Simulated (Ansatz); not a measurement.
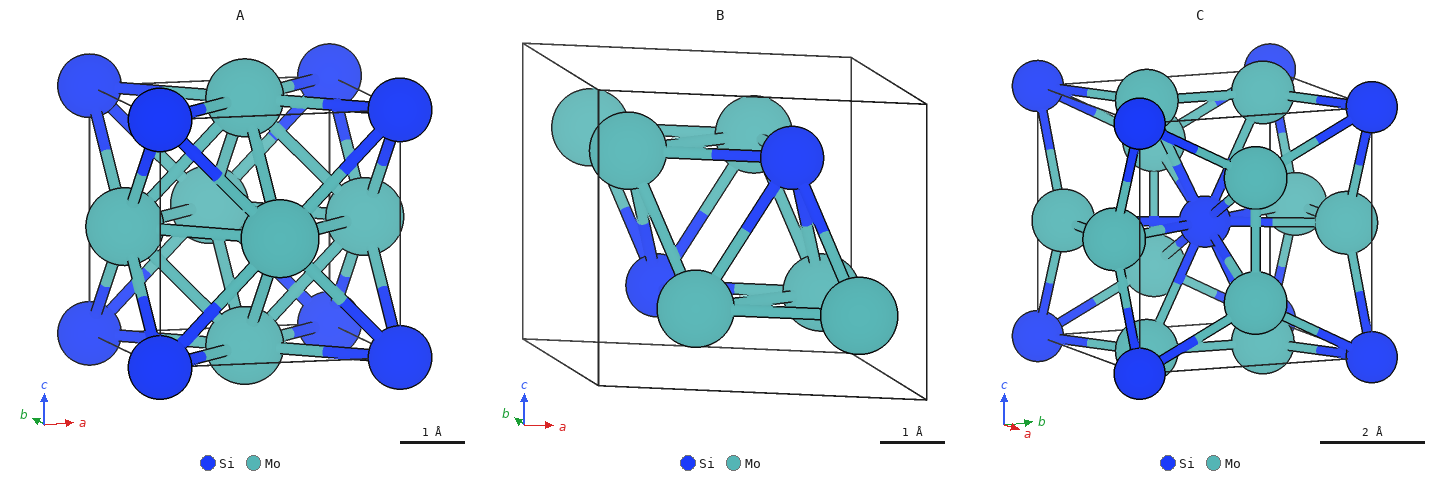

Three structures of SiMo3, each relaxed to rest (conventional cells in solid outline, small ones repeated, each panel with its own scale). Method: DFT PBE, scalar-relativistic, plane waves, PAW (Ansatz), without spin polarisation.

> Name the structure in each panel.

A: Cu₃Au (L1₂) type, Pm-3m; B: 8 atoms a cell on a primitive hexagonal lattice, P6_3/mmc; C: Cr₃Si (A15) type, Pm-3n.

> Which of these is lowest in energy, and how far above it do the others lie?

C, then B (+236 meV/atom) and A (+353 meV/atom), energies at zero smearing.

> Collect the results in a table.

| panel | structure | E − E(lowest) (meV/atom) | volume (Å³/atom) | gap (eV) |
| --- | --- | --- | --- | --- |
| C | Pm-3n | 0 | 14.8 | metal |
| B | P6_3/mmc | 236 | 15.0 | metal |
| A | Pm-3m | 353 | 15.0 | metal |

Some of these may be structure types tried for this composition rather than known phases, and the most stable form need not be among them. Gaps are taken on the k-mesh or band path of each run.
